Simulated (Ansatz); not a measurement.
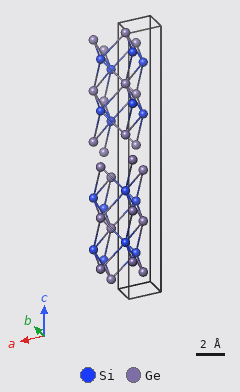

Starting structure of crystalline Si₂Ge₃ (a generated structure, set up in P6_3/mmc). The picture is a ball-and-stick view of the cell of the calculation, repeated 2 × 2 × 1 with one cell outlined, seen from a free direction.

All numbers below come from DFT PBE, scalar-relativistic, plane waves, PAW (Ansatz 0.2.0).

Input file:
```yaml
crystal:
  lattice:
    - [3.2465481074, 0.0, 0.0]
    - [-1.6232740537, 2.8115931356, 0.0]
    - [0.0, 0.0, 20.0216776188]
  atoms:
    - { symbol: Si, position: [0.3333333333, 0.6666666667, 0.6527988893] }
    - { symbol: Si, position: [0.3333333333, 0.6666666667, 0.8472011107] }
    - { symbol: Si, position: [0.6666666667, 0.3333333333, 0.1527988893] }
    - { symbol: Si, position: [0.6666666667, 0.3333333333, 0.3472011107] }
    - { symbol: Ge, position: [0.3333333333, 0.6666666667, 0.0581440381] }
    - { symbol: Ge, position: [0.3333333333, 0.6666666667, 0.25] }
    - { symbol: Ge, position: [0.3333333333, 0.6666666667, 0.4418559619] }
    - { symbol: Ge, position: [0.6666666667, 0.3333333333, 0.5581440381] }
    - { symbol: Ge, position: [0.6666666667, 0.3333333333, 0.75] }
    - { symbol: Ge, position: [0.6666666667, 0.3333333333, 0.9418559619] }
basis:
  ecutwfc: 420
kpoints:
  mp_grid: { grid: [12, 12, 2] }
hamiltonian:
  xc: pbe
scf:
  occupations: { method: gaussian, width: 0.1 }
output:
  forces: true
  stress: true
  eigenvalues: true
  write_density: true
  write_potential: true
  elf: true
  volumetric_format: npy
relax:
  adjacent_minimum: "off"
  f_tol: 0.01
  max_steps: 80
  cell: { stress_tol: 0.05 }
```

Run as
```bash
ansatz run input.yaml --threads 1 --pin off --max-ram 2560MiB --backend cpu --events-out ev --progress --plain --runs-dir out
```

### What does the optimiser find from here?

After 13 accepted moves (16 points after the start) the energy has fallen by 110 meV per atom. Largest force component: 0.18 eV/Å at the start, 0.00069 eV/Å at the end. The pressure goes from 0.10 to 0.00 GPa. The line search rejected the trial step at point 6 of the run. At 2 points the geometry stayed and the basis and grid were re-selected for the new cell (energy shift of 5.3 meV per atom at most each time). The largest moves relative to the cell, 0.088 Å, are those of Si1, Si2, Si3 and Si4. Si1 goes along −c. By element the largest moves are Si 0.088 Å, Ge 0.050 Å. The volume changes by +5.3 %, with a = b 3.247 → 3.708 Å (+14.2 %), c 20.022 → 16.158 Å (−19.3 %). Among the contacts that change: Si1–Ge8 2.666 → 2.553 Å, Si1–Ge9 2.702 → 2.708 Å. Among the angles between lasting bonds that change: Ge6–Si4–Ge7 91.4° → 70.8°, Ge7–Si4–Ge7 75.0° → 93.1°, Si4–Ge7–Si4 75.0° → 93.1°. The space group stays P6_3/mmc (No. 194).

Step by step:

```tsv
step	E − E(0), meV/atom	largest force component, eV/Å	pressure, GPa	volume, Å³/atom	note
0	0.00	0.1763	0.10	18.276	
1	-11.41	0.0707	-1.17	18.843	
2	-38.05	0.2048	1.30	18.443	
3	-66.50	0.3586	1.41	18.664	
4	-89.33	0.3330	1.30	18.875	
5	-99.82	0.2001	0.10	19.186	
6	-75.85	0.2667	-5.14	20.442	rejected
7	-102.89	0.1075	0.51	18.855	
8	-103.81	0.0353	-0.01	19.009	
9	-103.96	0.0133	-0.03	18.997	
10	-103.99	0.0033	0.00	18.971	
11	-109.31	0.0018	0.52	18.971	same geometry, new basis
12	-110.03	0.0184	0.02	19.159	
13	-110.13	0.0134	0.03	19.228	
14	-110.15	0.0047	-0.01	19.252	
15	-110.15	0.0007	0.00	19.242	
16	-110.20	0.0007	0.00	19.242	same geometry, new basis
```

The structure at the end:

```
Si Ge
1.0
     3.70819    0.00000    0.00000
    -1.85410    3.21139    0.00000
     0.00000    0.00000   16.15803
Si Ge
4 6
Direct
  0.33333 0.66667 0.64735
  0.33333 0.66667 0.85265
  0.66667 0.33333 0.14735
  0.66667 0.33333 0.35265
  0.33333 0.66667 0.06126
  0.33333 0.66667 0.25000
  0.33333 0.66667 0.43874
  0.66667 0.33333 0.56126
  0.66667 0.33333 0.75000
  0.66667 0.33333 0.93874
```

The end point in the same view:

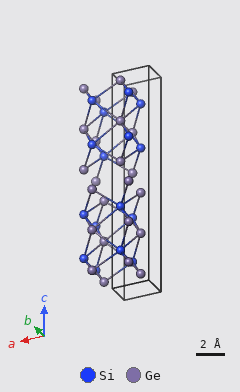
